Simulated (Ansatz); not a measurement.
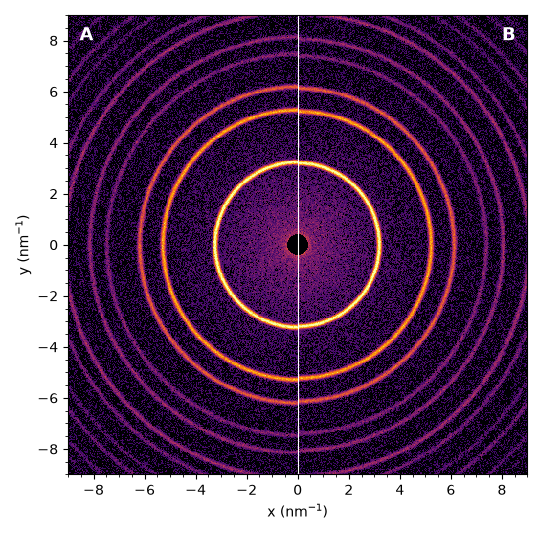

Simulated electron diffraction rings at 100 kV (λ = 0.0370 Å), scale in nm⁻¹ (radius = 1/d), for a fine-grained powder without texture. Kinematic intensities with B = 0.3 Å² for all atoms, without multiple scattering; brightness goes as intensity to the power 0.4, clipped at the top, with counting noise. Reflections closer than the ring width show as one ring. The left and right halves show two different samples, each scaled to its strongest ring.

Both are Ru in Fd-3m, with cells of different size. Origins: A, the input geometry of an electronic-structure calculation (not necessarily at equilibrium); the starting structure was generated, so it need not be a known form of this composition; B, the geometry relaxed with DFT, r2SCAN, plane waves (500 eV) with PAW, scalar-relativistic (Ansatz 0.2.0); the starting structure was generated, so it need not be a known form of this composition.

Q: Which half has the larger cell, and by how much?

A: Half B: the volume of B is 3.2 % larger than that of A, and a larger cell draws the rings inwards on average.
A: a = 5.356 Å, b = 5.356 Å, c = 5.356 Å, α = 90.00°, β = 90.00°, γ = 90.00°; 111 at 3.23 nm⁻¹ (d = 3.09 Å), 220 at 5.28 nm⁻¹ (d = 1.894 Å), 311 at 6.19 nm⁻¹ (d = 1.615 Å), 400 at 7.47 nm⁻¹ (d = 1.339 Å).
B: a = 5.413 Å, b = 5.413 Å, c = 5.413 Å, α = 90.00°, β = 90.00°, γ = 90.00°; 111 at 3.20 nm⁻¹ (d = 3.13 Å), 220 at 5.23 nm⁻¹ (d = 1.914 Å), 311 at 6.13 nm⁻¹ (d = 1.632 Å), 400 at 7.39 nm⁻¹ (d = 1.353 Å).
